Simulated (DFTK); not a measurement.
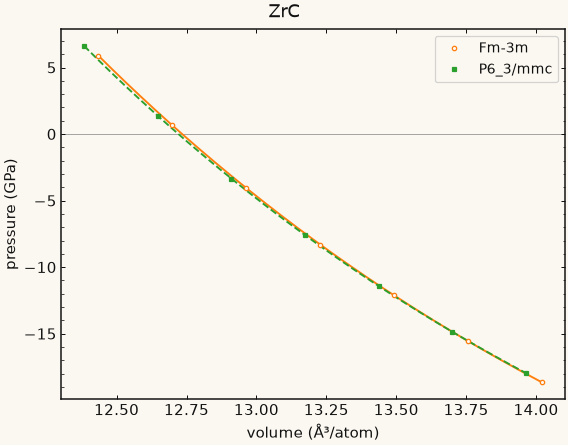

Plotted: pressure against volume, with one curve for each structure, for ZrC.

How it was computed, with DFTK 0.8.2: plane-wave DFT, no spin polarisation; energies at scaled volumes of the given cell, shape and fractions fixed, counted from the fit's minimum, third-order Birch-Murnaghan fit. Level: PBEsol.

- occupations: Fermi–Dirac
- smearing width: 0.05 eV
- potentials: dojo.nc.sr.pbesol.v0_4_1.standard
- wave cutoff: 1116 eV

Settings that differ: Fm-3m: k mesh 10×10×10; P6_3/mmc: k mesh 9×9×5.

**For Fm-3m: how does the pressure vary with volume?**

It falls from 5.90 GPa at volume 12.43 Å³/atom to −18.66 GPa at 14.02 Å³/atom, and changes sign near 12.74 Å³/atom.

**For P6_3/mmc: what does the pressure do across the range?**

It falls from 6.63 GPa at volume 12.38 Å³/atom to −17.96 GPa at 13.96 Å³/atom, and changes sign near 12.72 Å³/atom.

The computed values:

Fm-3m:
```json
{"volume (Å³/atom)": "12.43", "pressure (GPa)": "5.90"}
{"volume (Å³/atom)": "12.70", "pressure (GPa)": "0.66"}
{"volume (Å³/atom)": "12.96", "pressure (GPa)": "-4.05"}
{"volume (Å³/atom)": "13.23", "pressure (GPa)": "-8.30"}
{"volume (Å³/atom)": "13.49", "pressure (GPa)": "-12.12"}
{"volume (Å³/atom)": "13.76", "pressure (GPa)": "-15.56"}
{"volume (Å³/atom)": "14.02", "pressure (GPa)": "-18.66"}
```

P6_3/mmc:
```json
{"volume (Å³/atom)": "12.38", "pressure (GPa)": "6.63"}
{"volume (Å³/atom)": "12.65", "pressure (GPa)": "1.38"}
{"volume (Å³/atom)": "12.91", "pressure (GPa)": "-3.34"}
{"volume (Å³/atom)": "13.17", "pressure (GPa)": "-7.59"}
{"volume (Å³/atom)": "13.44", "pressure (GPa)": "-11.42"}
{"volume (Å³/atom)": "13.70", "pressure (GPa)": "-14.86"}
{"volume (Å³/atom)": "13.96", "pressure (GPa)": "-17.96"}
```
